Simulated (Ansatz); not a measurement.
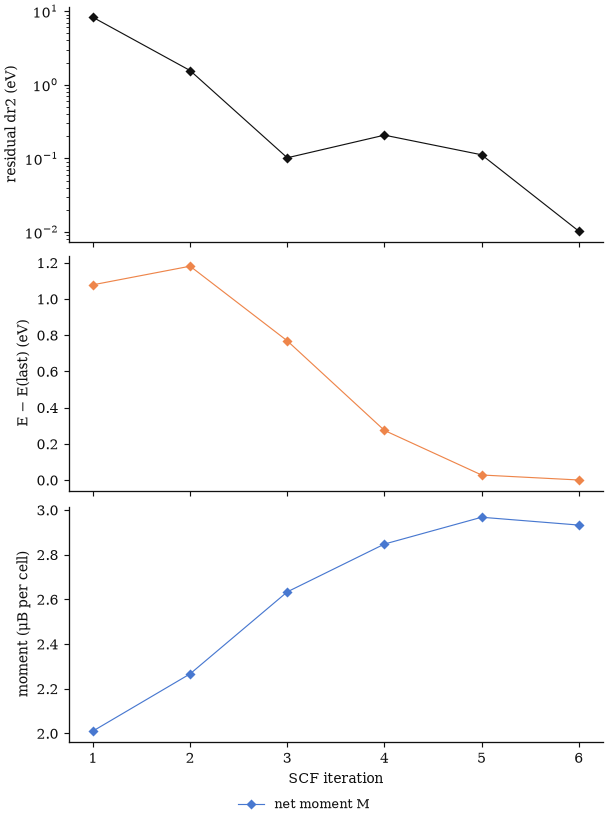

The plot shows the SCF iterations of a calculation: density residual dr2, Harris–Foulkes energy less its last value, magnetic moments. dr2 is the charge part; the magnetisation has a residual of its own.

CoO (2 atoms in the cell), run with Ansatz.

```
crystal:
  lattice:
    - [0.0, 2.1241565607, 2.1241565607]
    - [2.1241565607, 0.0, 2.1241565607]
    - [2.1241565607, 2.1241565607, 0.0]
  atoms:
    - { symbol: Co, position: [0.0, 0.0, 0.0], spin: 2.73 }
    - { symbol: O, position: [0.5, 0.5, 0.5], spin: 0.34 }
basis:
  ecutwfc: 420
kpoints:
  mp_grid: { grid: [16, 15, 17] }
hamiltonian:
  xc: pbe
scf:
  occupations: { method: gaussian, width: 0.1 }
  max_iter: 50
output:
  forces: true
  eigenvalues: true
  stress: true
magnetization:
  spin_polarized: true
```

Command:
```bash
ansatz run input.yaml --threads 4 --pin off --max-ram 11264MiB --backend cpu --events-out ev --progress --plain --runs-dir out
```

### How did this run end?

It did not finish: the time limit cut it off after 6 iterations. The residual is still falling at the last step (down to 0.01).

### What happens to the magnetisation?

The net moment goes from 2.0 to 2.9 μB per cell, though in an unconverged run this needn't be final.

### What lies behind the failure?

The input holds a fault, a mesh that breaks the symmetry: kpoints.mp_grid.grid set to [16, 15, 17] (from [16, 16, 16]). The plot doesn't show it to be the cause; the time allowed was short.
